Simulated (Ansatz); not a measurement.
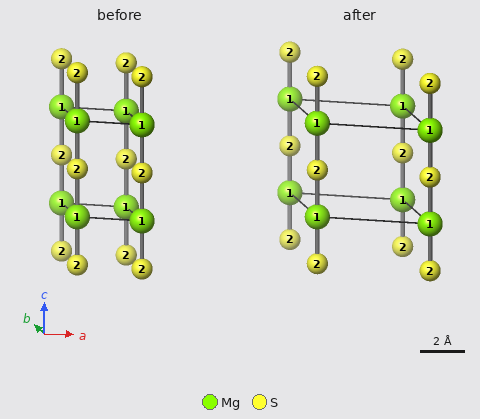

The structure of solid MgS (a generated structure, set up in P6/mmm) (coarse preliminary run) before (left) and after (right) a relaxation, at one scale.

Style: ball-and-stick. Shown: the cell of the calculation, slightly off an axis.

These are results of DFT PBE, scalar-relativistic, plane waves, PAW in Ansatz 0.2.0, not measurements. Settings: plane-wave cutoff 420 eV; k-point mesh 6 × 6 × 4; occupations gaussian; smearing width 0.1 eV; no spin polarisation; cell and atoms relaxed; force threshold 0.04 eV/Å; at most 70 steps.

Question: Describe what moved and what it gained.

Answer: After 17 accepted moves (20 points after the start) the energy has fallen by 1.310 eV per cell of the calculation. All forces vanish by symmetry, so only the cell relaxes. The pressure goes from 10.78 to 0.14 GPa. At 3 points the geometry stayed and the basis and grid were re-selected for the new cell (energy shift of 0.113 eV per cell of the calculation at most each time). The atoms keep their places relative to the cell (all moves are under 0.005 Å). Cell: a = b 3.131 → 5.460 Å (+74.4 %), c 4.565 → 4.449 Å (−2.5 %). Volume +196.4 %. Near-neighbour distances that change, for instance: Mg1–S2 2.282 → 2.224 Å. The space group stays P6/mmm (No. 191).
